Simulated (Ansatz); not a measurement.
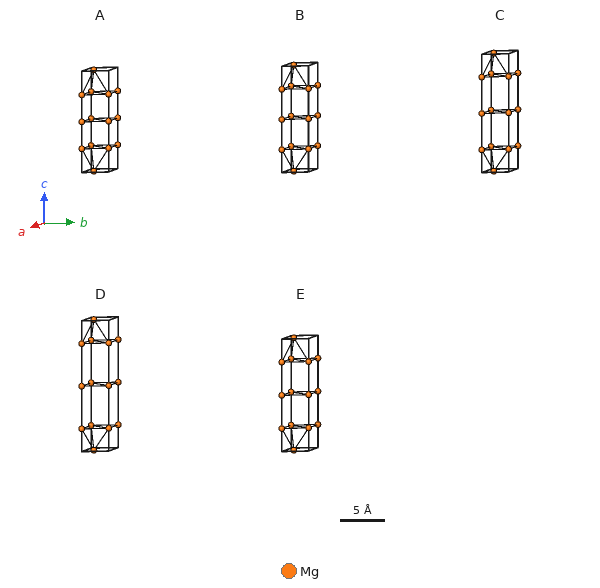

5 geometries from one relaxation of crystalline Mg (set up in P-6m2) (coarse preliminary run), in shuffled order. The picture is a ball-and-stick view of the cell of the calculation, seen slightly off an axis.

Case: 2 of 2 Li taken out, relaxed.

All numbers below come from Ansatz, DFT PBE, scalar-relativistic, plane waves, PAW. Set-up: plane-wave cutoff 420 eV; k-point mesh 6 × 6 × 2; occupations gaussian; smearing width 0.1 eV; no spin polarisation; cell and atoms relaxed; force threshold 0.0325 eV/Å; at most 70 steps.

Put them in the order of the run, from the start to the converged end.

Answer. D, C, E, B, A. They are steps 0, 2, 3, 4, 9, at +0.594 eV per cell of the calculation, +0.395 eV per cell of the calculation, +0.247 eV per cell of the calculation, +0.117 eV per cell of the calculation relative to the last. Over 8 accepted moves (9 points after the start) the energy falls by 0.594 eV per cell of the calculation. Largest force component: 0.035 eV/Å at the start, 0.0013 eV/Å at the end. Pressure: −0.84 GPa at the start and 0.06 GPa at the end. The SCF was repeated once at an unchanged geometry on a basis and grid sized afresh for the cell, which shifted the energy by 0.5 meV per cell of the calculation at most. The largest moves relative to the cell, 0.70 Å, are those of Mg atoms. The drawn cell changes as follows: a = b 3.161 → 3.109 Å (−1.6 %), c 15.112 → 11.714 Å (−22.5 %); the volume changes by −25.0 %. Some distances before and after: Mg–Mg 4.927 → 3.117 Å, Mg–Mg 3.200 → 3.276 Å, Mg–Mg 3.161 → 3.109 Å. New bonds form: Mg–Mg (4.93 → 3.12 Å). The space group stays P-6m2 (No. 187). The run took 38 s on 2 threads of Intel(R) Xeon(R) Processor @ 2.50GHz (Skylake/Cascade Lake), with other jobs on the host, peak memory 0.41 GiB.
